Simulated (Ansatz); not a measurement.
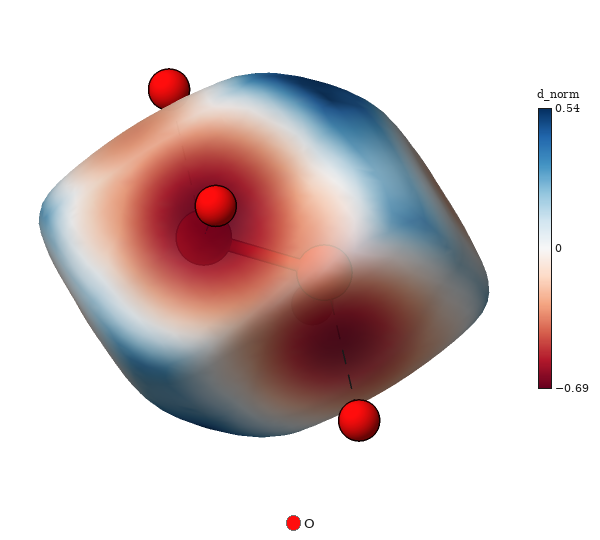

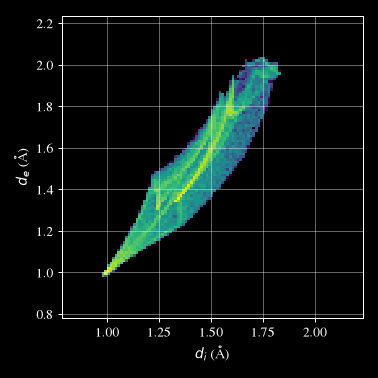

Hirshfeld surface computed for the O₂ molecule in O, coloured by d_norm. Dashed lines lead to the closest neighbours outside. The second picture is its fingerprint plot, coloured by area on a logarithmic scale (dark little, yellow much).

The surface is where the fragment's share of the procrystal density (the sum of the densities of spherically averaged neutral Hartree-Fock atoms) equals one half. d_i and d_e are the distances from the surface to the nearest nucleus inside and outside; d_norm adds both, each measured against its van der Waals radius (Alvarez: O 1.50 Å), so red marks contacts shorter than the sum of radii, white equal and blue longer.

Origin of the cell: the end point of a relaxation in a fixed cell with Ansatz 0.2.0, DFT r2SCAN, scalar-relativistic, plane waves, PAW.

```yaml
crystal:
  lattice:
    - [2.49708, 0.00000, 0.00000]
    - [0.01954, 2.51830, 0.00000]
    - [1.19314, 1.16354, 3.13835]
  atoms:
    - { symbol: O, position: [0.88931, 0.88974, 0.91385] }
    - { symbol: O, position: [0.11069, 0.11026, 0.08615] }
```

**Which contact with the surroundings is the closest relative to the atoms' sizes?**

O···O at 1.97 Å, 66 % of the sum of the van der Waals radii.

**How is the surface shared among contacts (both directions of a pair summed)?**

O···O 100 %.

**Give the size and shape of the surface.**

It encloses about 17.5 Å³, has an area of about 35 Å² and a globularity of 0.92 (1 for a sphere).

**Where does the fingerprint reach closest to the origin?**

The smallest d_i + d_e is about 2.0 Å, which belongs to the shortest contact, O···O at 1.97 Å; d_e runs from 0.98 to 2.03 Å.
